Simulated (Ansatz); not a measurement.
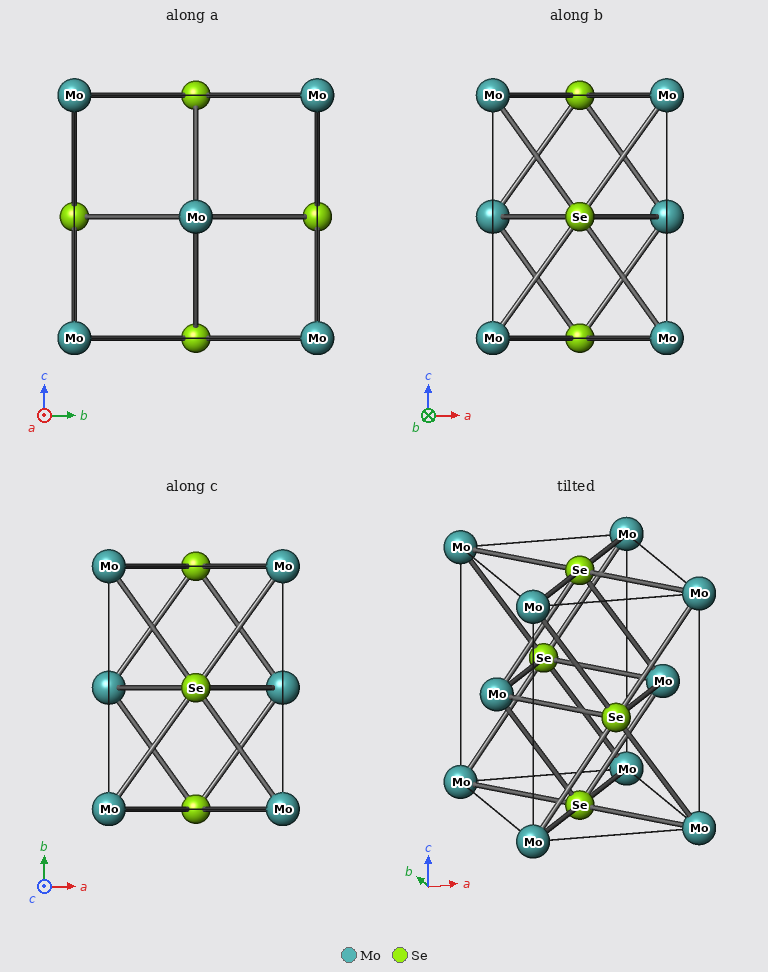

A ball-and-stick rendering, viewed along the a axis, along the b axis, along the c axis and slightly off an axis. The unit cell is drawn as a box.

Lattice parameters: a = 3.5122 Å, b = 4.9034 Å, c = 4.9034 Å, α = 90.000°, β = 90.000°, γ = 90.000°.

Express the structure as a CIF in P1 with every atom of the cell.

Answer.
```cif
data_structure
_symmetry_space_group_name_H-M 'P 1'
_symmetry_Int_Tables_number 1
_cell_length_a 3.5122
_cell_length_b 4.9034
_cell_length_c 4.9034
_cell_angle_alpha 90.000
_cell_angle_beta 90.000
_cell_angle_gamma 90.000
_cell_volume 84.44
loop_
_atom_site_label
_atom_site_type_symbol
_atom_site_fract_x
_atom_site_fract_y
_atom_site_fract_z
_atom_site_occupancy
Mo1 Mo 0.0000 0.0000 0.0000 1
Se1 Se 0.5000 0.5000 0.0000 1
Mo2 Mo 0.0000 0.5000 0.5000 1
Se2 Se 0.5000 0.0000 0.5000 1
```

The structure was taken from a structure type filled with these elements by a generator (whether the compound takes this form wasn't checked). What is shown is the relaxed result from DFT PBE+U, scalar-relativistic, plane waves, PAW in Ansatz.
